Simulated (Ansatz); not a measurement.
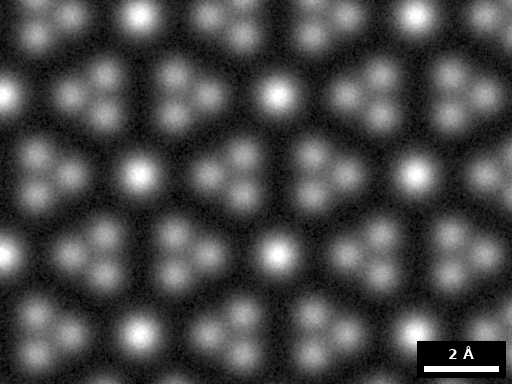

iDPC-like image of Ta (Pm-3n, No. 223). Simulated as the projected potential of neutral atoms (B = 0.5 Å²) blurred by a 0.51 Å probe, the thin-sample limit of integrated differential phase contrast. The display is stretched by a gamma of 0.65; percentages refer to the linear signal. Shot noise was added. Structure: coordinates from a relaxation with DFT, RPBE, plane waves (420 eV) with PAW, scalar-relativistic (Ansatz 0.2.0); the starting structure was generated, so it need not be a known form of this composition.

```xyz
8
Lattice="5.3391 0.0000 0.0000 0.0000 5.3391 0.0000 0.0000 0.0000 5.3391" Properties=species:S:1:pos:R:3 pbc="T T T"
Ta    0.0000    0.0000    0.0000
Ta    2.6696    2.6696    2.6696
Ta    1.3348    0.0000    2.6696
Ta    4.0044    0.0000    2.6696
Ta    2.6696    1.3348    0.0000
Ta    2.6696    4.0044    0.0000
Ta    0.0000    2.6696    1.3348
Ta    0.0000    2.6696    4.0044
```

Along which zone axis is the crystal seen: [210], [110], [111] or [001]? (Directions equivalent by symmetry count as one.)

Answer. [111]. The projected cells are 2.39 × 5.34 Å, 90° for [210]; 2.67 × 3.78 Å, 90° for [110]; 4.36 × 4.36 Å, 120° for [111]; 5.34 × 5.34 Å, 90° for [001], and the image repeats as the [111] one does.
